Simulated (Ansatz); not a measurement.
**Fe: which magnetic state does the SCF reach?**

Wanted: the lowest electronic state of Fe in this cell. One SCF may end in a higher state, so several starts are tried. The cell (2 atoms) is Fe in the deposited crystal structure (space group Im-3m, primitive cell doubled). Source: COD entry 4113931.

Program: Ansatz 0.2.0. Level of theory: DFT HSE06, PAW, plane waves, scalar-relativistic. These are calculated values, not measurements.

## Step 1: The structure to begin with

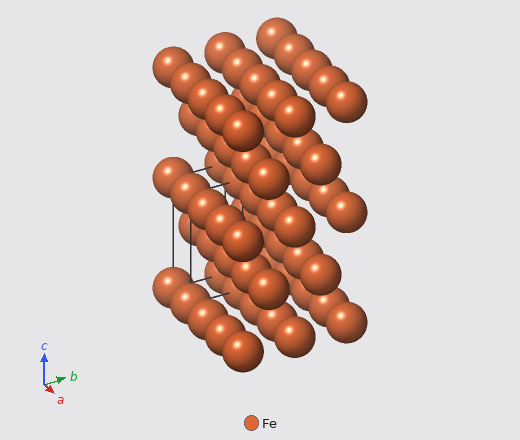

The starting structure, seen slightly off an axis (iron orange). 4×2×2 cells are drawn. Atoms on the faces are drawn again on the opposite ones.

As a file:

```
CELL_PARAMETERS angstrom
1.43142 -1.43142 -1.43142
-2.86284 0.00000 0.00000
0.00000 2.86284 -2.86284
ATOMIC_POSITIONS crystal
Fe 0.00000 0.00000 0.00000
Fe 0.00000 0.50000 0.50000
```

Labels such as Fe2 number the atoms in the order of the input file.

The first starts: parallel moments, plain SCF; opposed moments +-, plain SCF; no spin polarisation; spin on, no moments given (the program may seed its own), plain SCF. What is tried next depends on their ends.

A plain SCF has the search for lower states switched off and ends at the first converged state. Under a hybrid the search levels only allow a further exchange loop from another filling of the frontier levels; the end state isn't tested for a lower one. Iterations are summed over the PBE start and the exchange cycles. Ends within 0.2 meV/atom and 0.1 μB count as one state.

The total moment includes the space between the atomic spheres.

## Step 2: Parallel moments, plain SCF

File input.yaml:

```yaml
crystal:
  lattice:
    - [1.43142, -1.43142, -1.43142]
    - [-2.86284, 0.0, 0.0]
    - [0.0, 2.86284, -2.86284]
  atoms:
    - { symbol: Fe, position: [0.0, 0.0, 0.0], spin: 4.0 }
    - { symbol: Fe, position: [0.0, 0.5, 0.5], spin: 4.0 }
magnetization:
  spin_polarized: true
hamiltonian:
  xc: hse06
  pseudopotentials: { kind: paw }
basis:
  ecutwfc: 420
kpoints:
  mp_grid: { grid: [6, 6, 3] }
scf:
  occupations: { method: fermi_dirac, width: 0.1 }
  lower_state_search: "off"
output:
  forces: true
  stress: true
  write_density: true
  write_potential: true
  elf: true
  volumetric_format: npy
```

Launch:

```bash
$ ansatz run input.yaml --threads 4 --pin off --max-ram 10240MiB --backend cpu --events-out ev --progress --plain --runs-dir out
```

Standard output, shortened:

```text
Warning: output.stress: scf.convergence.dr2_threshold = 1e-7 eV (the SCF's general default) is looser than the 2e-10 eV advised for a printed stress (1e-10 eV for each atom of the cell: 2). What an SCF threshold leaves in a stress goes as its square root, and in the free energy as the [...]
Warning: output.stress: scf.exx.energy_threshold = 1e-6 eV is looser than the 2e-8 eV advised for a stress under a hybrid functional (1e-8 eV for each atom of the cell: 2). Every SCF of the exchange loop can meet its threshold on dr2 while the loop round them stops early: no threshold on [...]
Pseudopotentials: kind: paw
Pseudopotential: Fe, paw, valence charge 16, recommended cutoff 420 eV (normal), Fe.paw.azcp
Functional definition: HSE06
[...]
Crystal: 2 atoms, lattice volume = 23.463 Å³
Basis set: ecut = 420 eV, 459 PW (Γ), exchange–correlation on 36×40×60 points (8 copies of the dense FFT grid, shifted against one another)
[...]
Magnetization: 5.5339 μB (18.7669 up, 13.2331 down)
Absolute magnetization: 6.5115 μB (∫|ρ↑−ρ↓|, with the PAW one-centre terms)
Spin contamination: 0.4204 ħ² per cell (⟨S²⟩ above its minimum at these occupations)
Per-site moments (μB) at R_I (Å): [(2.9972009265872868, 1.022708018875225), (2.9972009265872868, 1.022708018875225)]
Free energy (F): -8958.065919 eV
Frozen-core exchange: fock
[...]
E sigma→0 (E₀):  -8958.053430 eV
Entropy (-TS):   -0.024979 eV (-12.489 meV/atom)
Fermi energy:    18.000609 eV
[...]
--- Forces (eV/Å), atoms counted from 1 ---
  atom   1  Fe     0.00000000     0.00000000    -0.00000000
  atom   2  Fe    -0.00000000     0.00000000    -0.00000000
[...]
--- Stress (GPa, compression-positive) ---
        7.183303       0.000000       0.000000
        0.000000       7.147481       1.002141
        0.000000       1.002141       7.147481
  P = ⅓ Tr σ = 7.1594 GPa (71.594 kbar)
--- Band table (eV; the first three rows and the last of 52) ---
[... band rows left out ...]
[...]
  guard bands above this table: 3 of the run's 24 bands. The solve was not asked for them (output.publish_guard_bands: true or output.eigenvalues: true publishes all)
```

It took 27 s on 4 threads of Arm Neoverse N1, shared host; peak memory 0.63 GiB.

Result: ferromagnetic, site moments Fe1 3.00, Fe2 3.00 μB, total 5.53 μB per cell, no gap on the k-mesh.

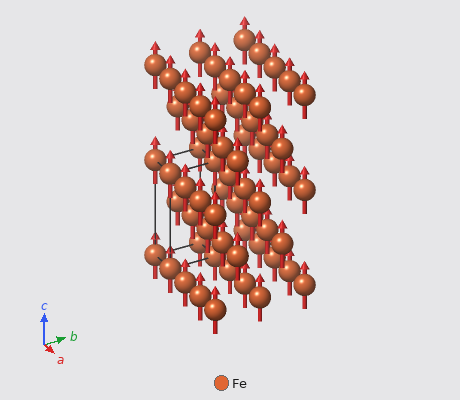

The moments of this state as arrows, longer for larger moments (red one way, blue the other). Without spin-orbit coupling their common direction is free.

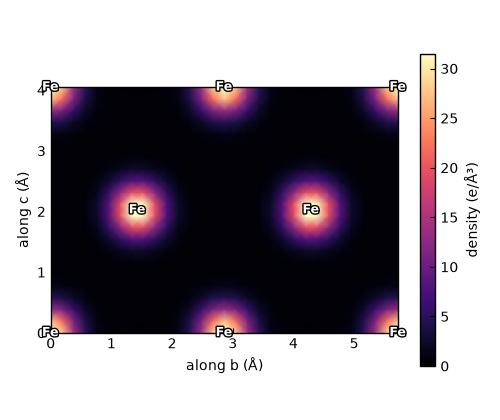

Density in a lattice plane of the grid's cell (edges 2.86 and 4.05 Å, at 0.000 of the third edge), which holds Fe. Only atoms in the plane are labelled; the density scale stops at 31.47 e/Å³. It is the smooth density of the valence electrons, not physical close to the nuclei.

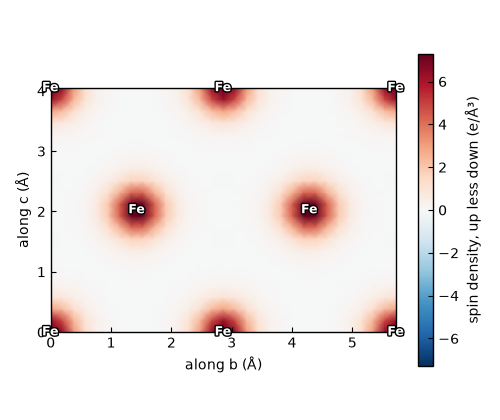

Spin density in a lattice plane of the grid's cell (edges 2.86 and 4.05 Å, at 0.000 of the third edge), which holds Fe.

## Step 3: Opposed moments +-, plain SCF

Changes to input.yaml since step 2:

```diff
@@ -7,3 +7,3 @@
     - { symbol: Fe, position: [0.0, 0.0, 0.0], spin: 4.0 }
-    - { symbol: Fe, position: [0.0, 0.5, 0.5], spin: 4.0 }
+    - { symbol: Fe, position: [0.0, 0.5, 0.5], spin: -4.0 }
 magnetization:
@@ -23,5 +23 @@
   stress: true
-  write_density: true
-  write_potential: true
-  elf: true
-  volumetric_format: npy
```

Launch:

```bash
$ ansatz run input.yaml --threads 4 --pin off --max-ram 10240MiB --backend cpu --events-out ev --progress --plain --runs-dir out
```

Standard output:

```text
[... 13 lines as in an earlier run ...]
Symmetry: 8 space group operations
Space group: Cmmm (ITA 65), of the structure as read, at distance tolerance 2.9e-5 Å
Magnetic group: BNS 65.490 (UNI 588), of the structure as read, at distance tolerance 2.9e-5 Å
[... 6 lines as in an earlier run ...]
Starting moments: Σ|m| = 8 μB on 2 of 2 sites
Starting magnetic order: antiferromagnet; a translation exchanges its spin sublattices: spin-degenerate at every k-point
[... 2 lines as in an earlier run ...]
the translation (0, 0.5, 0.5) carries every atom to within crystal.symmetry.tolerance of an atom of its element with the starting moment reversed, but both spin channels are solved: under a hybrid functional one channel is solved only on norm-conserving pseudopotentials (hamiltonian.pseudopotentials.kind)
iter 1 solved again at ethr=2.43e-3 eV; its pass at ethr=1.00e-1 eV (dr2=7.76e-1 eV) is discarded
SCF iter   1: F=—  HF=-8959.961760 eV  |F-HF|=—  |Δ(HF+E_count)|=         —  Δρ=1.15e-1 (↑1.15e-1 ↓1.15e-1)  dr2=7.56e-1  dr2_m=2.54e0  M=-0.000 μB ∫|m|=5.579 μB  β_m=0.30  ethr=2.43e-3  ⟨swp⟩=3.4  Hψ=6379  notcnv=0
Mixer restart at iter 1: flushing history
preconditioner: auto → none  [metal: Δε(μ)=0.104 eV  Ē_g=10.155 eV  σ=0.100 eV  W_gap=0.25  n_scr=6 (ndim 8)  ℏωp=30.7 eV  f_vac=0.000  D(μ)=2.07/eV (n_scr^D=22)  sad-step TF]
[... 1 line as in an earlier run ...]
SCF iter   2: F=—  HF=-8960.115355 eV  |F-HF|=—  |Δ(HF+E_count)|=   1.54e-1  Δρ=8.71e-2 (↑8.71e-2 ↓8.71e-2)  dr2=2.18e-1  dr2_m=1.54e0  M=0.000 μB ∫|m|=5.408 μB  β_m=0.65  ethr=2.36e-3  ⟨swp⟩=2.0  Hψ=2498  notcnv=0  defer=1
SCF iter   3: F=—  HF=-8960.774675 eV  |F-HF|=—  |Δ(HF+E_count)|=   6.59e-1  Δρ=5.53e-2 (↑5.42e-2 ↓5.53e-2)  dr2=9.86e-1  dr2_m=2.89e-1  M=-0.002 μB ∫|m|=4.611 μB  β_m=0.52  ethr=6.83e-4  ⟨swp⟩=3.6  Hψ=3581  notcnv=0  defer=2
SCF iter   4: F=—  HF=-8960.567433 eV  |F-HF|=—  |Δ(HF+E_count)|=   2.07e-1  Δρ=1.96e-2 (↑1.96e-2 ↓1.22e-2)  dr2=7.82e-2  dr2_m=2.45e-2  M=0.024 μB ∫|m|=4.397 μB  β_m=0.76  ethr=6.83e-4  ⟨swp⟩=4.1  Hψ=3928  notcnv=0
SCF iter   5: F=—  HF=-8960.915380 eV  |F-HF|=—  |Δ(HF+E_count)|=   3.48e-1  Δρ=8.92e-2 (↑7.01e-2 ↓8.92e-2)  dr2=6.79e0  dr2_m=8.27e-2  M=-0.345 μB ∫|m|=4.107 μB  β_m=0.46  ethr=2.44e-4  ⟨swp⟩=3.9  Hψ=3431  notcnv=0  defer=4  recentre
SCF iter   6: F=—  HF=-8960.584957 eV  |F-HF|=—  |Δ(HF+E_count)|=   3.30e-1  Δρ=1.39e-2 (↑1.12e-2 ↓1.39e-2)  dr2=1.54e-1  dr2_m=3.68e-3  M=0.056 μB ∫|m|=4.170 μB  β_m=0.45  ethr=2.44e-4  ⟨swp⟩=3.7  Hψ=3497  notcnv=0  defer=2
iter 7 solved again at ethr=1.45e-6 eV; its pass at ethr=2.44e-4 eV (dr2=4.63e-4 eV) is discarded
SCF iter   7: F=—  HF=-8960.577924 eV  |F-HF|=—  |Δ(HF+E_count)|=   7.03e-3  Δρ=2.07e-3 (↑2.01e-3 ↓2.07e-3)  dr2=5.46e-4  dr2_m=6.39e-4  M=0.002 μB ∫|m|=4.193 μB  β_m=0.54  ethr=1.45e-6  ⟨swp⟩=3.5  Hψ=4961  notcnv=0
[... 12 lines left out ...]
SCF 1 converged in 19 iterations: F = -8960.578570 eV  dr2 = 2.92e-10
Initial density: handed on by an earlier stage of this run
Starting moments: Σ|m| = 8 μB on 2 of 2 sites; this step starts from the density that it was given
Initial wavefunctions: those handed on with the density
[... 1 line as in an earlier run ...]
Exchange kernel: α = 0.2500, screened, ω = 0.2079 Å⁻¹, Wigner–Seitz truncation, v(0) = 1010.7313 eV·Å³, q-mesh 6×6×3, nearest image of the exchange supercell L = 12.15 Å, pair-density grid 15×15×20, without the augmentation charges, whose exchange is taken in its separable form by FFT convolution over the k-point  [...]
Frozen-core exchange: fock
[... 2 lines left out ...]
preconditioner: auto → none  [metal: Δε(μ)=0.063 eV  Ē_g=11.722 eV  σ=0.100 eV  W_gap=0.16  n_scr=6 (ndim 8)  ℏωp=30.7 eV  f_vac=0.000  D(μ)=1.75/eV (n_scr^D=22)]
[... 14 lines left out ...]
SCF 2 converged in 14 iterations: F = -8957.204773 eV  dr2 = 9.29e-8
hybrid outer 1: dexx = +1.220e0 eV, tail = 8.84e-3 eV
[... 1 line as in an earlier run ...]
Frozen-core exchange: fock
[... 1 line left out ...]
preconditioner: auto → none  [metal: Δε(μ)=0.055 eV  Ē_g=12.540 eV  σ=0.100 eV  W_gap=0.13  n_scr=6 (ndim 8)  ℏωp=30.7 eV  f_vac=0.000  D(μ)=1.12/eV (n_scr^D=6)]
[... 16 lines left out ...]
SCF 3 stopped early in 16 iterations: F = -8957.212640 eV  dr2 = 4.06e-6
hybrid outer 2: dexx = +2.970e-2 eV, tail = 3.28e-4 eV, Δε = 5.06e-1 eV (about 6.27e-2 eV left of the loop's levels)
[... 1 line as in an earlier run ...]
Frozen-core exchange: fock
[... 1 line left out ...]
preconditioner: auto → none  [metal: Δε(μ)=0.150 eV  Ē_g=12.582 eV  σ=0.100 eV  W_gap=0.34  n_scr=6 (ndim 8)  ℏωp=30.7 eV  f_vac=0.000  D(μ)=0.88/eV (n_scr^D=2)]
[... 32 lines left out ...]
SCF 4 stopped early in 32 iterations: F = -8957.213816 eV  dr2 = 2.94e-5
hybrid outer 3: dexx = +2.159e-2 eV, tail = 4.44e-3 eV, Δε = 4.19e-1 eV (about 4.58e-1 eV left of the loop's levels)
[... 1 line as in an earlier run ...]
Frozen-core exchange: fock
[... 1 line left out ...]
preconditioner: auto → none  [metal: Δε(μ)=0.042 eV  Ē_g=12.574 eV  σ=0.100 eV  W_gap=0.10  n_scr=6 (ndim 8)  ℏωp=30.7 eV  f_vac=0.000  D(μ)=1.01/eV (n_scr^D=6)]
[... 30 lines left out ...]
SCF 5 converged in 30 iterations: F = -8957.213734 eV  dr2 = 2.00e-12
  Residual-converged pass: ⟨swp⟩=4.0  Hψ=3655  notcnv=0  max |occ|·‖R‖ = 9.2e-9 eV (tolerance 1.0e-8 eV)  dr2=2.33e-12  dr2_m=4.14e-13  dr2_onsite=6.41e-13  max |Δocc| = 1.9e-13
hybrid outer 4: dexx = +2.590e-4 eV, tail = 5.04e-4 eV, magnetization grown 1.0179 times (not accepted), Δε = 4.49e-2 eV (about 3.00e-2 eV left of the loop's levels)
[... 1 line as in an earlier run ...]
Frozen-core exchange: fock
[... 1 line left out ...]
preconditioner: auto → none  [metal: Δε(μ)=0.191 eV  Ē_g=12.579 eV  σ=0.100 eV  W_gap=0.39  n_scr=6 (ndim 8)  ℏωp=30.7 eV  f_vac=0.000  D(μ)=1.01/eV (n_scr^D=6)]
SCF iter   2: F=—  HF=-8957.213736 eV  |F-HF|=—  |Δ(HF+E_count)|=   2.14e-8  Δρ=9.42e-6 (↑9.42e-6 ↓6.59e-6)  dr2=3.94e-8  dr2_m=5.20e-9  M=-0.000 μB ∫|m|=6.491 μB  β_m=0.30  ethr=7.17e-11  ⟨swp⟩=3.9  Hψ=2846  notcnv=0
SCF iter   3: F=—  HF=-8957.213736 eV  |F-HF|=—  |Δ(HF+E_count)|=   3.27e-9  Δρ=7.21e-6 (↑7.21e-6 ↓2.85e-6)  dr2=1.56e-8  dr2_m=3.51e-9  M=-0.001 μB ∫|m|=6.491 μB  β_m=0.37  ethr=7.17e-11  ⟨swp⟩=2.4  Hψ=2151  notcnv=0  defer=4
SCF iter   4: F=—  HF=-8957.213736 eV  |F-HF|=—  |Δ(HF+E_count)|=   1.54e-8  Δρ=4.98e-6 (↑4.98e-6 ↓2.08e-6)  dr2=6.78e-9  dr2_m=1.54e-9  M=-0.000 μB ∫|m|=6.491 μB  β_m=0.38  ethr=2.79e-11  ⟨swp⟩=3.2  Hψ=2303  notcnv=0  defer=5
SCF iter   5: F=—  HF=-8957.213736 eV  |F-HF|=—  |Δ(HF+E_count)|=   9.79e-9  Δρ=3.19e-6 (↑3.19e-6 ↓2.13e-6)  dr2=4.67e-9  dr2_m=1.05e-9  M=-0.000 μB ∫|m|=6.491 μB  β_m=0.67  ethr=9.17e-12  ⟨swp⟩=3.8  Hψ=2793  notcnv=0  defer=4
SCF iter   6: F=—  HF=-8957.213736 eV  |F-HF|=—  |Δ(HF+E_count)|=   1.31e-8  Δρ=3.57e-6 (↑3.57e-6 ↓2.85e-6)  dr2=6.01e-9  dr2_m=1.54e-9  M=-0.000 μB ∫|m|=6.491 μB  β_m=0.75  ethr=5.83e-12  ⟨swp⟩=4.1  Hψ=3107  notcnv=0  defer=1
SCF iter   7: F=—  HF=-8957.213736 eV  |F-HF|=—  |Δ(HF+E_count)|=   8.45e-9  Δρ=4.16e-6 (↑4.15e-6 ↓4.16e-6)  dr2=1.10e-8  dr2_m=1.73e-9  M=-0.000 μB ∫|m|=6.491 μB  β_m=0.87  ethr=5.83e-12  ⟨swp⟩=4.1  Hψ=3018  notcnv=0
SCF iter   8: F=—  HF=-8957.213736 eV  |F-HF|=—  |Δ(HF+E_count)|=   8.92e-9  Δρ=2.14e-6 (↑1.88e-6 ↓2.14e-6)  dr2=3.93e-9  dr2_m=5.95e-10  M=-0.000 μB ∫|m|=6.491 μB  β_m=0.83  ethr=5.83e-12  ⟨swp⟩=4.1  Hψ=3540  notcnv=0
SCF iter   9: F=—  HF=-8957.213736 eV  |F-HF|=—  |Δ(HF+E_count)|=   3.45e-9  Δρ=1.26e-6 (↑1.26e-6 ↓8.25e-7)  dr2=3.97e-10  dr2_m=1.57e-10  M=-0.000 μB ∫|m|=6.491 μB  β_m=0.92  ethr=5.83e-12  ⟨swp⟩=4.0  Hψ=3027  notcnv=0
SCF iter  10: F=—  HF=-8957.213736 eV  |F-HF|=—  |Δ(HF+E_count)|=   1.56e-9  Δρ=7.62e-7 (↑4.16e-7 ↓7.62e-7)  dr2=2.04e-10  dr2_m=5.43e-11  M=0.000 μB ∫|m|=6.491 μB  β_m=0.96  ethr=1.16e-12 (applied; sched 1.00e-12)  ⟨swp⟩=4.0  Hψ=3298  notcnv=0
SCF iter  11: F=-8957.213736 eV  HF=-8957.213736 eV  |F-HF|=1.64e-11  |Δ(HF+E_count)|=  4.02e-10  Δρ=3.21e-7 (↑3.21e-7 ↓2.85e-7)  dr2=4.65e-11  dr2_m=1.17e-11  M=0.000 μB ∫|m|=6.491 μB  ethr=1.04e-12 (applied; sched 1.00e-12)  ⟨swp⟩=4.0  Hψ=2977  notcnv=0
SCF 6 converged in 11 iterations: F = -8957.213736 eV  dr2 = 4.65e-11
  Residual-converged pass: ⟨swp⟩=3.0  Hψ=2316  notcnv=0  max |occ|·‖R‖ = 3.6e-7 eV (tolerance 3.7e-7 eV)  dr2=4.63e-11  dr2_m=1.18e-11  dr2_onsite=1.49e-11  max |Δocc| = 2.1e-13
hybrid outer 5: dexx = +8.045e-7 eV, tail = 1.88e-8 eV, Δε = 1.85e-3 eV (about 1.11e-3 eV left of the loop's levels), ΔF = 0.00e0 eV/Å
the last iteration of the SCF fills more bands at one k-point than at another: 15 at σ=↑ k=18 and 17 at σ=↑ k=0; 15 at σ=↓ k=18 and 17 at σ=↓ k=0 (a band counts as filled where it holds over half of its capacity, the bands of one level by their mean; [...]
this state was not tested for a lower state beside it, because the functional holds exact exchange (a hybrid, or Hartree-Fock), whose exchange loop this test does not read (fock_operator); [...]
hybrid SCF converged: 5 outer / 103 inner (+19 warm-up), last move |dexx| = 8.05e-7 eV, tail = 1.88e-8 eV
Magnetization: 0.0001 μB (16.0000 up, 16.0000 down)
Absolute magnetization: 6.4910 μB (∫|ρ↑−ρ↓|, with the PAW one-centre terms)
Spin contamination: 3.0839 ħ² per cell (⟨S²⟩ above its minimum at these occupations)
Per-site moments (μB) at R_I (Å): [(3.114040205055836, 1.022708018875225), (-3.1139836893625072, 1.022708018875225)]
Free energy (F): -8957.213736 eV
Frozen-core exchange: fock
Harris-Foulkes:  -8957.213736 eV  (|F-HF|=1.46e-11)
Internal energy: -8957.177953 eV  (E = F + TS)
E sigma→0 (E₀):  -8957.195844 eV
Entropy (-TS):   -0.035784 eV (-17.892 meV/atom)
Fermi energy:    18.750854 eV
--- Per-component energies (eV) ---
  E_band       = -543.895780
  E_kinetic    = 696.666013
  E_local      = -4203.642811  (includes V_loc(G=0)·N_el)
  E_nonlocal   = 445.314313
  E_hartree    = 1761.974099
  E_xc         = -188.253855
  E_vxc        = -240.153152  (∫ρ·V_xc dr)
  E_exx        = -149.104322  (= α·E_x^exact, valence–valence)
  E_paw        = -2633.700407  (= ΣΔE_a)
  E_vpaw       = -467.820993  (= ΣTr[D̂ρ^β])
  E_aug_tail   = 0.001488  (compensation charges beyond the density's cutoff)
  E_ewald      = -4686.025031
  E_core_change = -0.407440  (= ΣΔE_core)
  E_smearing   = -0.035784  (= −TS)
  E_closure    = 0.000000  (closes the sum)
  Σ components = -8957.213736   (vs F -8957.213736, Δ=1.82e-12)
--- Forces (eV/Å), atoms counted from 1 ---
  atom   1  Fe     0.00000000     0.00000000     0.00000000
  atom   2  Fe     0.00000000     0.00000000     0.00000000
  max |Σ_I F_I| component: 0.00e0 eV/Å
--- Stress (GPa, compression-positive) ---
       17.429061       0.000000      -0.000000
        0.000000      17.900629     -13.571911
        0.000000     -13.571911      17.900629
  P = ⅓ Tr σ = 17.7434 GPa (177.434 kbar)
--- Band table (eV; the first three rows and the last of 52) ---
  k-point 0 ↑: bands = ["-77.0601", "-72.4671", "-42.1750", "-41.2731", "-41.1471", "-36.7885", "-36.5183", "-36.3642", "8.0979", "11.2092", "12.6976", "13.6827", "14.0493", "14.0550", "16.5229", "17.0363", "17.7081", "21.1408"]
  k-point 1 ↑: bands = ["-77.0599", "-72.4674", "-42.1696", "-41.2723", "-41.1470", "-36.8000", "-36.5199", "-36.3638", "9.3020", "11.1734", "12.7589", "13.7055", "13.8819", "14.0346", "14.1296", "16.4230", "18.3888", "20.7290"]
  k-point 2 ↑: bands = ["-77.0513", "-72.4558", "-42.1658", "-41.3149", "-41.1789", "-36.7768", "-36.5771", "-36.4040", "9.0194", "11.6222", "12.8178", "13.1827", "13.9096", "14.1109", "16.5231", "17.5013", "17.5971", "21.5260"]
  k-point 25 ↓: bands = ["-76.9992", "-72.3904", "-42.1199", "-41.4819", "-41.4146", "-36.7990", "-36.7141", "-36.6970", "11.3722", "11.6498", "13.0796", "13.1500", "15.8982", "16.1112", "16.5675", "19.5038", "20.5838", "21.1203"]
  guard bands above this table: 6 of the run's 24 bands. The solve was not asked for them (output.publish_guard_bands: true or output.eigenvalues: true publishes all)
```

Run time: 54 s. Hardware: 4 threads of Arm Neoverse N1, shared host; peak memory 0.69 GiB.

End: antiferromagnetic (magnetic neighbours of Fe1 with a moment over 0.3 of its own that point the other way: 4 of 8 at 2.48 Å, 4 of 6 at 2.86 Å), site moments Fe1 3.11, Fe2 -3.11 μB, total 0.00 μB per cell, no gap on the k-mesh. Against step 2, the lowest until now, it is 426 meV/atom higher.

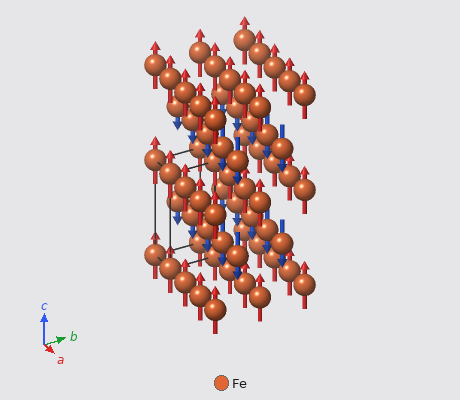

Arrows show the site moments: red and blue are opposite signs, and length grows with size. The axis is drawn upright for the eye.

[end of part 1 of 3]
